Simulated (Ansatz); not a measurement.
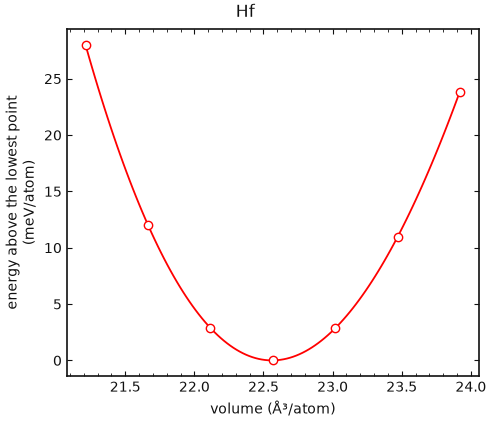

The plot gives the computed energy above the lowest point against volume for Hf, space group Fm-3m (No. 225) (one of a set of cubic test structures, which need not be the stable phase).

Method: equation of state of a cubic crystal from periodic Kohn-Sham density functional theory without spin, third-order Birch-Murnaghan fit to the free energies; pressure corrected for the finite basis (Ansatz 0.2.0 development build). Level: PBE.

- structure type: fcc
- atoms in cell: 1
- space group number: 225
- lattice centring: face-centred primitive
- k mesh: 21×21×21
- occupation method: Fermi–Dirac
- occupation width: 0.06123 eV
- wave cutoff: 420 eV
- datasets: soft-1 PAW
- density tolerance: 1e−07 eV
- bands: 17
- density cutoff ratio: 4
- search for lower states: default

From this curve and the settings, what does the calculation give for the pressure at the same points?

The pressure falls from 6.9 GPa at volume 21.21 Å³/atom to −5.4 GPa at 23.92 Å³/atom, and changes sign near 22.56 Å³/atom.

```
volume (Å³/atom)  pressure (GPa)
           21.21             6.9
           21.66             4.4
           22.12             2.1
           22.57             0.0
           23.02            -2.0
           23.47            -3.8
           23.92            -5.4
```

Note: cubic model structure, not the ambient form.
